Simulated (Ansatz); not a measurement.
**Single-point calculation of GaAs (part 2 of 2)**

Continued. System: GaAs (32 atoms in the cell). Method: DFT, LDA, plane waves, PAW, no spin polarisation (Ansatz 0.2.0); cutoff 420 eV, 3×3×3 k-mesh, Gaussian smearing of 0.02 eV. The structure derives from a Materials Project entry. It belongs to a series of runs on one base structure; here: the perfect crystal in a cell of 32 atoms. The settings are looser than a standard set-up, so the numbers are not reference values.

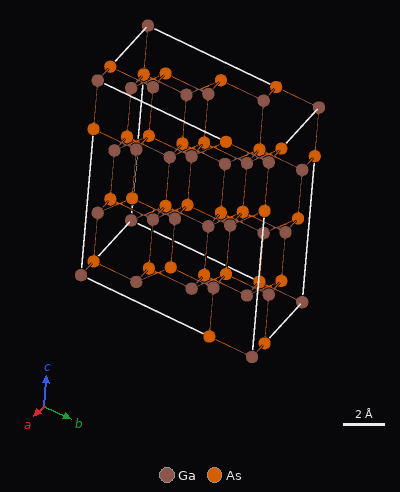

**Figure 1.** The structure as given in the input (ball-and-stick view of the cell of the calculation, seen slightly off an axis).

## Output, continued
```
  k-point 0: bands = ["-27.0894", "-27.0894", "-27.0894", "-27.0885", "-27.0885", "-27.0885", "-27.0880", "-27.0880", "-27.0880", "-27.0880", ... 59 levels left out ..., "-27.0772", "-27.0772", "-27.0772", "-27.0772", "-27.0772", "-27.0772", "-27.0772", "-27.0772", "-27.0763", "-27.0763", "-27.0763", "-6.8327", "-6.8327", "-6.8327", "-6.7956", "-6.7956", "-6.7956", "-6.7956", "-6.7956", "-6.7956", "-6.7956", "-6.7956", "-6.7956", "-6.7956", "-6.7956", "-6.7956", "-6.7107", "-6.7107", "-6.7107",
      "-6.6855", "-6.6855", "-6.6855", "-6.6855", "-6.6855", "-6.6855", "-6.6855", "-6.6855", "-6.6855", "-6.6855", "-6.6855", "-6.6855", "-6.6832", "-6.6832", "-6.6832", "-6.6832", "-6.6832", "-6.6832", "-6.6832", "-6.6832", "-6.6832", "-6.6832", "-6.6832", "-6.6832", "-6.6569", "-6.6569", "-6.6569", "-6.6569", "-6.6569", "-6.6569", "-6.6547", "-6.6547", "-6.6547", "-6.6282", "-6.6282", "-6.6282", "-6.6282", "-6.6282", "-6.6282", "-6.6282",
      "-6.6282", "-6.6282", "-6.6282", "-6.6282", "-6.6282", "-6.6259", "-6.6259", "-6.6259", "-6.6259", "-6.6259", "-6.6259", "-6.6259", "-6.6259", "-6.6259", "-6.6259", "-6.6259", "-6.6259", "-6.6259", "-6.6259", "-6.6127", "-6.6127", "-6.6127", "-4.7398", "-3.0351", "-3.0351", "-3.0351", "-3.0351", "-3.0351", "-3.0351", "-3.0351", "-3.0351", "-3.0351", "-3.0351", "-3.0351", "-3.0351", "-2.1297", "-2.1297", "-2.1297", "1.2404", "1.2404",
      "1.2404", "2.4539", "2.4539", "2.4539", "2.4539", "2.4539", "2.4539", "2.4539", "2.4539", "2.4539", "2.4539", "2.4539", "2.4539", "4.7298", "4.7298", "4.7298", "4.7298", "4.7298", "4.7298", "4.7298", "4.7298", "4.7298", "4.7298", "4.7298", "4.7298", "5.4592", "5.4592", "5.4592", "5.4592", "5.4592", "5.4592", "6.9695", "6.9695", "6.9695", "6.9695", "6.9695", "6.9695", "6.9695", "6.9695", "6.9695",
      "6.9695", "6.9695", "6.9695", "8.2381", "8.2381", "8.2381", "8.7241", "9.5405", "9.5405", "9.5405", "9.7826", "9.7826", "9.7826", "10.9222", "10.9222", "10.9222", "10.9222", "10.9222", "10.9222", "10.9222", "10.9222", "10.9222", "10.9222", "10.9222", "10.9222", "11.9333", "11.9333", "11.9333", "13.8378", "13.8378", "13.8378", "13.8378", "13.8378", "13.8378", "13.8378", "13.8378", "13.8378", "13.8378", "13.8378", "13.8378",
      "13.9055", "13.9055", "13.9055", "13.9055", "13.9055", "13.9055", "13.9055", "13.9055", "13.9055", "13.9055", "13.9055"]
  k-point 1: bands = ["-27.0892", "-27.0892", "-27.0890", "-27.0885", "-27.0885", "-27.0884", "-27.0883", "-27.0883", "-27.0883", "-27.0883", ... 59 levels left out ..., "-27.0770", "-27.0770", "-27.0770", "-27.0770", "-27.0770", "-27.0768", "-27.0768", "-27.0768", "-27.0764", "-27.0764", "-27.0764", "-6.8266", "-6.8237", "-6.8237", "-6.8136", "-6.8062", "-6.8062", "-6.8062", "-6.8062", "-6.8051", "-6.8051", "-6.7878", "-6.7878", "-6.7878", "-6.7878", "-6.7659", "-6.7292", "-6.7069", "-6.7045",
      "-6.6967", "-6.6932", "-6.6897", "-6.6897", "-6.6897", "-6.6897", "-6.6866", "-6.6866", "-6.6866", "-6.6866", "-6.6839", "-6.6839", "-6.6839", "-6.6839", "-6.6810", "-6.6810", "-6.6781", "-6.6765", "-6.6765", "-6.6765", "-6.6765", "-6.6738", "-6.6738", "-6.6699", "-6.6661", "-6.6652", "-6.6652", "-6.6628", "-6.6628", "-6.6603", "-6.6484", "-6.6484", "-6.6471", "-6.6375", "-6.6375", "-6.6351", "-6.6306", "-6.6306", "-6.6306", "-6.6306",
      "-6.6304", "-6.6304", "-6.6304", "-6.6304", "-6.6292", "-6.6272", "-6.6252", "-6.6240", "-6.6233", "-6.6233", "-6.6233", "-6.6233", "-6.6228", "-6.6215", "-6.6215", "-6.6215", "-6.6215", "-6.6198", "-6.6198", "-6.6159", "-6.6150", "-6.6150", "-4.5156", "-3.8920", "-3.3573", "-3.3573", "-3.3573", "-3.3573", "-2.8584", "-2.8584", "-2.6209", "-2.6209", "-2.6209", "-2.6209", "-2.4213", "-2.4213", "-2.3275", "-2.1181", "1.3292", "1.6158",
      "1.6944", "1.6944", "1.7191", "1.7191", "1.7191", "1.7191", "2.2947", "2.2947", "2.7039", "2.7039", "2.7039", "2.7039", "4.0182", "4.1014", "4.6282", "4.7788", "4.7788", "4.7788", "4.7788", "4.8916", "4.8916", "5.2614", "5.2614", "5.4586", "5.4586", "5.6564", "5.8758", "5.8758", "5.8758", "5.8758", "6.0475", "6.1002", "6.1002", "6.1284", "6.2063", "6.3805", "6.3805", "6.3805", "6.3805", "6.9838",
      "6.9838", "6.9838", "6.9838", "7.5176", "7.6904", "8.1182", "9.8440", "10.0895", "10.0895", "10.1187", "10.3749", "10.6034", "10.6034", "10.7116", "10.7116", "10.7116", "10.7116", "10.8132", "11.0915", "11.0915", "11.0915", "11.0915", "11.3605", "11.6357", "11.6357", "12.0109", "12.0602", "12.0602", "12.1494", "12.3927", "12.3927", "12.3927", "12.3927", "12.6299", "12.6299", "12.6299", "12.6299", "12.6847", "12.8018", "12.9159",
      "13.2615", "13.2615", "13.7315", "13.7315", "13.7315", "13.7315", "13.8590", "14.1313", "14.4589", "14.4589", "14.4589"]
  k-point 2: bands = ["-27.0888", "-27.0888", "-27.0888", "-27.0885", "-27.0885", "-27.0885", "-27.0885", "-27.0885", "-27.0885", "-27.0885", ... 59 levels left out ..., "-27.0769", "-27.0769", "-27.0767", "-27.0767", "-27.0767", "-27.0767", "-27.0767", "-27.0767", "-27.0767", "-27.0767", "-27.0767", "-6.8161", "-6.8161", "-6.8161", "-6.8161", "-6.8161", "-6.8161", "-6.8060", "-6.8060", "-6.8060", "-6.8037", "-6.8037", "-6.8037", "-6.7799", "-6.7569", "-6.7569", "-6.7569", "-6.6987", "-6.6987",
      "-6.6987", "-6.6967", "-6.6967", "-6.6967", "-6.6935", "-6.6935", "-6.6853", "-6.6853", "-6.6853", "-6.6807", "-6.6807", "-6.6807", "-6.6772", "-6.6772", "-6.6772", "-6.6762", "-6.6762", "-6.6762", "-6.6762", "-6.6762", "-6.6762", "-6.6737", "-6.6737", "-6.6737", "-6.6674", "-6.6674", "-6.6674", "-6.6674", "-6.6674", "-6.6674", "-6.6412", "-6.6412", "-6.6412", "-6.6391", "-6.6391", "-6.6391", "-6.6391", "-6.6391", "-6.6391", "-6.6302",
      "-6.6302", "-6.6302", "-6.6295", "-6.6295", "-6.6295", "-6.6243", "-6.6243", "-6.6234", "-6.6234", "-6.6234", "-6.6205", "-6.6205", "-6.6205", "-6.6196", "-6.6196", "-6.6196", "-6.6196", "-6.6196", "-6.6196", "-6.6174", "-6.6174", "-6.6174", "-4.0925", "-4.0925", "-4.0925", "-3.5471", "-2.9916", "-2.9916", "-2.9916", "-2.7648", "-2.7648", "-2.7648", "-2.3508", "-2.3508", "-2.3508", "-2.3508", "-2.3508", "-2.3508", "1.6101", "1.6101",
      "1.6101", "1.6101", "1.6101", "1.6101", "1.6693", "1.6693", "1.6693", "2.4451", "2.4451", "2.4451", "2.7085", "4.3981", "4.3981", "4.3981", "4.5124", "4.5124", "4.5124", "4.5124", "4.5124", "4.5124", "5.4097", "5.4097", "5.4097", "5.4937", "5.4937", "5.4937", "5.7634", "5.7634", "5.7634", "5.7634", "5.7634", "5.7634", "6.0935", "6.0935", "6.0935", "6.5344", "6.5344", "6.5344", "7.2357", "7.2357",
      "7.2357", "7.2748", "7.2748", "7.3004", "7.3004", "7.3004", "9.3838", "10.2982", "10.2982", "10.2982", "10.3484", "10.3484", "10.3484", "10.5065", "10.5065", "10.5065", "10.6831", "10.6831", "10.6831", "10.6831", "10.6831", "10.6831", "11.8673", "11.8673", "11.8673", "12.0424", "12.0424", "12.0424", "12.6608", "12.6608", "12.6608", "12.9145", "12.9145", "12.9240", "12.9240", "12.9240", "12.9240", "12.9240", "12.9240", "13.3165",
      "13.3165", "13.3165", "13.8038", "13.8038", "13.8038", "14.0180", "14.0180", "14.0180", "14.2947", "14.2947", "14.2947"]
  k-point 3: bands = ["-27.0892", "-27.0888", "-27.0888", "-27.0888", "-27.0888", "-27.0887", "-27.0887", "-27.0887", "-27.0881", "-27.0881", ... 59 levels left out ..., "-27.0769", "-27.0769", "-27.0769", "-27.0769", "-27.0768", "-27.0768", "-27.0768", "-27.0768", "-27.0766", "-27.0766", "-27.0766", "-6.8227", "-6.8227", "-6.8158", "-6.8158", "-6.8158", "-6.8158", "-6.8083", "-6.7984", "-6.7984", "-6.7984", "-6.7984", "-6.7817", "-6.7817", "-6.7817", "-6.7817", "-6.7493", "-6.6977", "-6.6977",
      "-6.6887", "-6.6887", "-6.6887", "-6.6887", "-6.6882", "-6.6882", "-6.6882", "-6.6882", "-6.6868", "-6.6868", "-6.6868", "-6.6868", "-6.6850", "-6.6850", "-6.6850", "-6.6850", "-6.6786", "-6.6786", "-6.6786", "-6.6786", "-6.6714", "-6.6714", "-6.6709", "-6.6709", "-6.6656", "-6.6656", "-6.6656", "-6.6656", "-6.6623", "-6.6623", "-6.6466", "-6.6421", "-6.6421", "-6.6370", "-6.6370", "-6.6370", "-6.6370", "-6.6363", "-6.6363", "-6.6363",
      "-6.6363", "-6.6318", "-6.6233", "-6.6233", "-6.6233", "-6.6233", "-6.6228", "-6.6228", "-6.6228", "-6.6228", "-6.6226", "-6.6226", "-6.6226", "-6.6226", "-6.6226", "-6.6198", "-6.6198", "-6.6198", "-6.6198", "-6.6188", "-6.6188", "-6.6160", "-4.2969", "-3.6870", "-3.6870", "-3.6870", "-3.6870", "-3.1233", "-2.9345", "-2.9345", "-2.9345", "-2.9345", "-2.2168", "-2.2168", "-2.2168", "-2.2168", "-2.0820", "-2.0820", "1.3827", "1.3827",
      "1.5624", "1.5624", "1.5624", "1.5624", "1.6042", "1.6042", "1.6042", "1.6042", "2.7591", "3.7484", "3.7484", "3.7484", "3.7484", "4.2926", "4.2926", "4.2926", "4.2926", "4.7556", "4.7556", "4.8967", "4.8967", "5.3793", "5.3793", "5.3793", "5.3793", "5.4666", "5.9253", "5.9253", "6.0902", "6.0902", "6.0902", "6.0902", "6.3571", "6.3571", "6.3571", "6.3571", "6.6981", "6.6981", "6.6981", "6.6981",
      "7.0317", "7.0317", "7.0317", "7.0317", "7.1795", "7.1795", "9.6801", "9.8208", "9.8208", "9.8208", "9.8208", "10.6983", "10.7069", "10.7069", "10.7069", "10.7069", "10.7830", "11.3210", "11.4174", "11.4174", "11.6013", "11.6013", "11.6013", "11.6013", "11.6510", "11.6510", "11.9898", "11.9898", "11.9898", "11.9898", "12.7304", "12.7304", "12.7304", "12.7304", "13.0459", "13.0459", "13.0459", "13.0459", "13.3007", "13.3007",
      "13.3007", "13.3007", "13.5297", "13.5297", "13.5673", "13.5673", "13.5673", "13.5673", "13.9159", "13.9159", "13.9159"]
```
